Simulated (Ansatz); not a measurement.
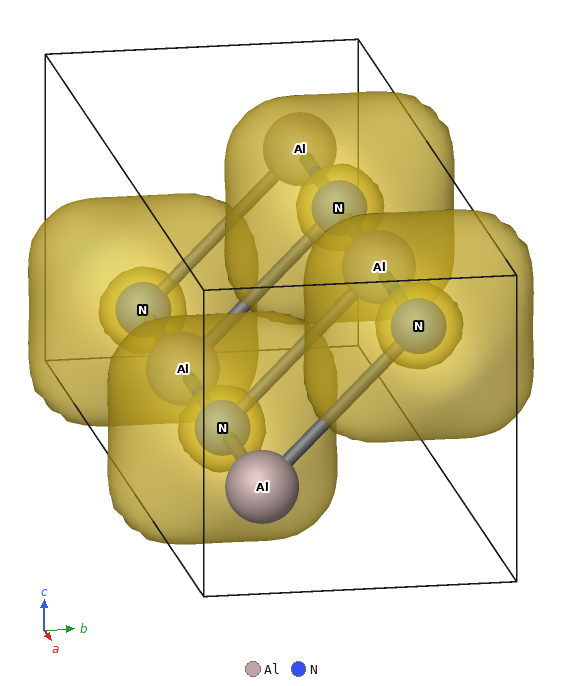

*AlN. Isosurface of the electron localisation function at 0.6 (yellow), seen slightly off an axis. Only the valence region is drawn (cores and ρ < 0.01 e/Å³ removed). Sticks mark near contacts.*

Space group Fm-3m; a structure from a database of computed crystals, not necessarily the ambient phase; started from the GeS-62 prototype, which need not be the ambient phase.

Computed with DFT, r2SCAN+rVV10, plane waves, PAW (Ansatz).

In a PAW calculation such maps are meaningful between the atoms, not at the nuclei.

```yaml
crystal:
  lattice:
    - [8.06633, 0.00000, 0.00000]
    - [0.00000, 2.85195, 0.00000]
    - [0.00000, 0.00000, 2.85193]
  atoms:
    - { symbol: Al, position: [0.87500, 0.25000, 0.25000] }
    - { symbol: Al, position: [0.12500, 0.75000, 0.75000] }
    - { symbol: Al, position: [0.62500, 0.75000, 0.75000] }
    - { symbol: Al, position: [0.37500, 0.25000, 0.25000] }
    - { symbol: N, position: [0.62500, 0.25000, 0.25000] }
    - { symbol: N, position: [0.37500, 0.75000, 0.75000] }
    - { symbol: N, position: [0.87500, 0.75000, 0.75000] }
    - { symbol: N, position: [0.12500, 0.25000, 0.25000] }
```

> Describe the localisation domains.

The ELF exceeds this value in four regions on N in which the atom's valence shell and bonds are merged, counted in one cell of 8 atoms. Regions shared between cells count once.

Values along the shortest contacts:
Al–N (2.02 Å): the ELF peaks at about 0.85 in the valence shell of N, 0.8 Å from its nucleus, and is about 0.80 at the midpoint.

> Does the calculation give a band gap?

It is gapped, with a Kohn–Sham gap of 5.5 eV on the k-point mesh (the band edges may lie off the mesh, which would make the gap smaller).
